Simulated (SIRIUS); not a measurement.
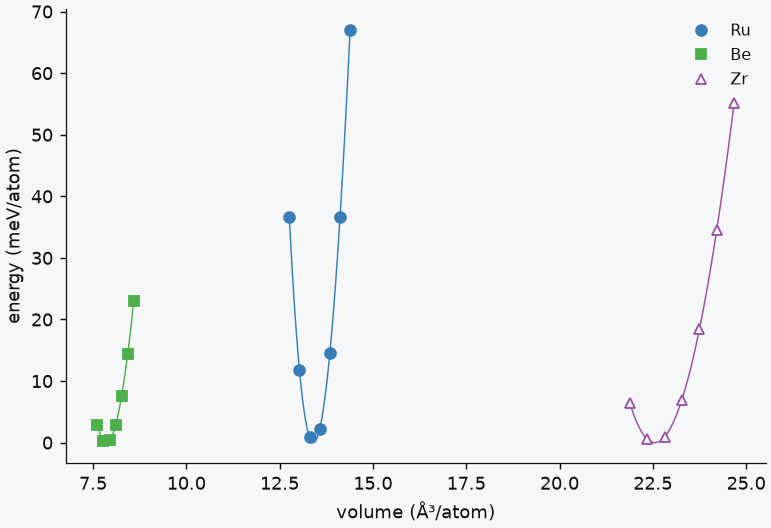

The plot gives the computed energy against volume, with one curve for each element, for Be, Ru and Zr (all in space group P6_3/mmc (No. 194)).

Calculation (SIRIUS 7.12.0): all-electron LAPW DFT, no spin polarisation; energies at scaled volumes of the given cell, shape and fractions fixed, counted from the fit's minimum, third-order Birch-Murnaghan fit. Level: WC.

- occupations: Fermi–Dirac
- smearing width: 0.05 eV
- potentials: all electron FP LAPW

Settings that differ: Ru: k mesh 11×11×6; Be: k mesh 13×13×8; Zr: k mesh 9×9×5.

**Order the curves by fitted equilibrium volume, smallest first.**

Be 7.858, Ru 13.405, Zr 22.552 Å³/atom.

**Order the curves by fitted bulk modulus, smallest first.**

Zr 99.9, Be 122.7, Ru 343.1 GPa.

Caveats: shape and atomic fractions are frozen while scaling, which makes layered, chain and framework solids too stiff.
